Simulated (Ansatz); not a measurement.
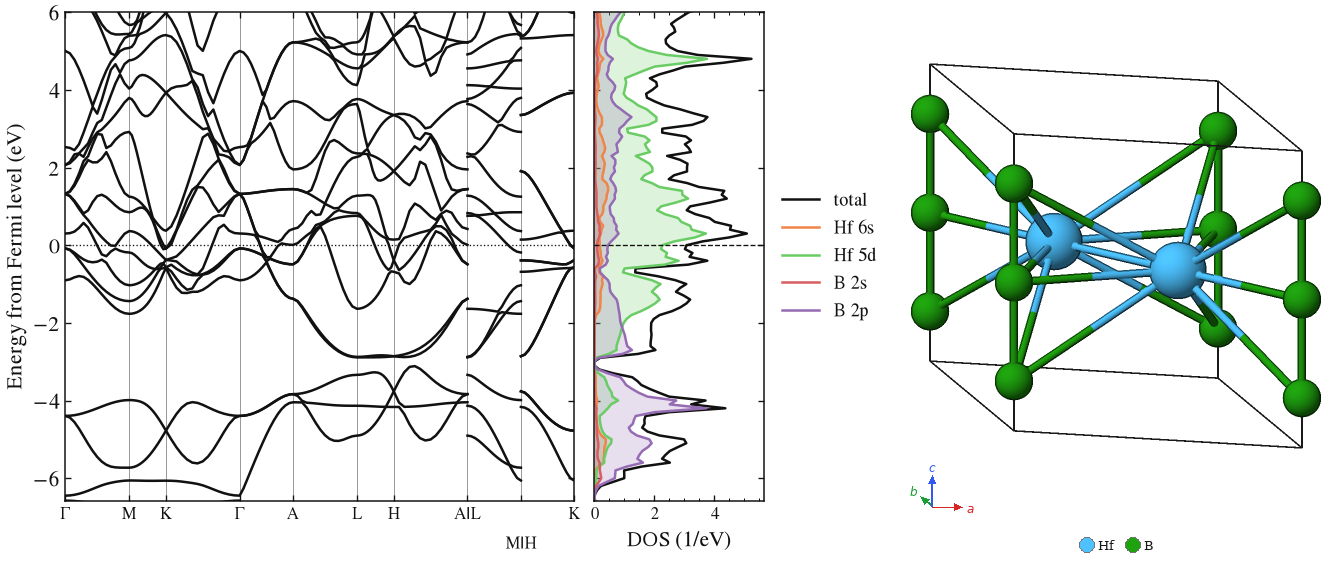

Band structure and density of states, beside the structure. Energies are counted from the Fermi level. The partial curves are projected on Löwdin-orthogonalised atomic shells.

The Ansatz input:

```
crystal:
  lattice:
    - [4.5356302207, 0.0, 0.0]
    - [-2.2678151104, 3.9279709933, 0.0]
    - [0.0, 0.0, 4.6914173604]
  atoms:
    - { symbol: Hf, position: [0.3333333333, 0.6666666667, 0.5] }
    - { symbol: Hf, position: [0.6666666667, 0.3333333333, 0.5] }
    - { symbol: B, position: [0.0, 0.0, 0.8322950769] }
    - { symbol: B, position: [0.0, 0.0, 0.1677049231] }
    - { symbol: B, position: [0.0, 0.0, 0.5] }
basis:
  ecutwfc: 420
kpoints:
  mp_grid: { grid: [12, 12, 8] }
  band_path:
    path:
      - [[0.0, 0.0, 0.0], [0.5, 0.0, 0.0], [0.33333333, 0.33333333, 0.0], [0.0, 0.0, 0.0], [0.0, 0.0, 0.5], [0.5, 0.0, 0.5], [0.33333333, 0.33333333, 0.5], [0.0, 0.0, 0.5]]
      - [[0.5, 0.0, 0.5], [0.5, 0.0, 0.0]]
      - [[0.33333333, 0.33333333, 0.5], [0.33333333, 0.33333333, 0.0]]
    npoints: 14
hamiltonian:
  xc: pbe
scf:
  occupations: { method: gaussian, width: 0.1 }
  n_extra_bands: 12
output:
  forces: true
  stress: true
  eigenvalues: true
  populations: true
  dos: { projected: true, de: 0.02, nscf_kmesh: { grid: [15, 15, 10] } }
  bader: true
  write_density: true
  write_potential: true
  elf: true
  volumetric_format: npy
```

Command:
```bash
ansatz run input.yaml --threads 1 --pin off --max-ram 2560MiB --backend cpu --events-out ev --progress --plain --runs-dir out
```

Is there a gap at the Fermi level?

A metal: bands cross the Fermi level along this path.

Which levels at L lie nearest to the Fermi level?

At L the nearest levels lie 1.64 eV below and 0.76 eV above the Fermi level.

What carries the states at the Fermi level?

By projected weight, the states within 0.3 eV of the Fermi level are Hf 5d (75 %) and B 2p (15 %).

The structure is an invented one, so it need not be a known or stable phase. Spin-orbit coupling is left out, which matters for Hf.
